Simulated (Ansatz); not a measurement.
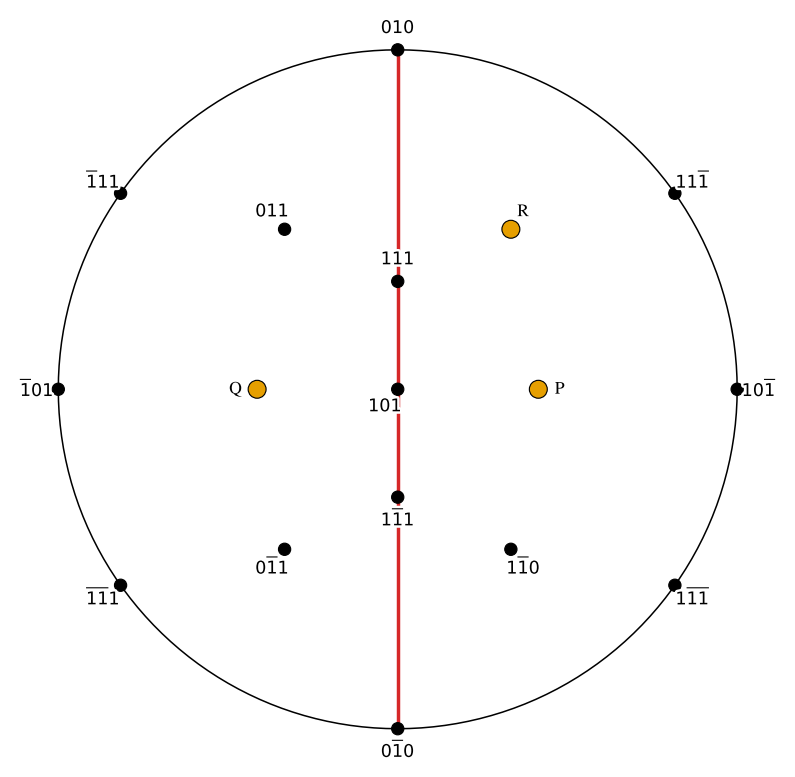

Crystal: Si₇Ge, coordinates from a relaxation with DFT PBEsol, scalar-relativistic, plane waves, PAW (Ansatz 0.2.0). Stereographic projection of plane normals (upper hemisphere) centred on (1 0 1). All values are computed from the atomic coordinates in the standard setting (tolerance 0.002 Å).

a = 5.459 Å, b = 5.459 Å, c = 5.459 Å, α = 90.00°, β = 90.00°, γ = 90.00°.

**Index the poles marked P, Q, R.**

P is (1 0 0), 45.0° from the centre; Q is (0 0 1), 45.0° from the centre; R is (1 1 0), 60.0° from the centre.

**Which zone does the coloured great circle trace?**

The zone [1 0 −1]: its poles satisfy h − l = 0.

**What is the angle between the normals of (1 1 1) and (1 0 −1), and what are their d_hkl = 1/|g|?**

90.0°; d = 3.152 Å and 3.860 Å.
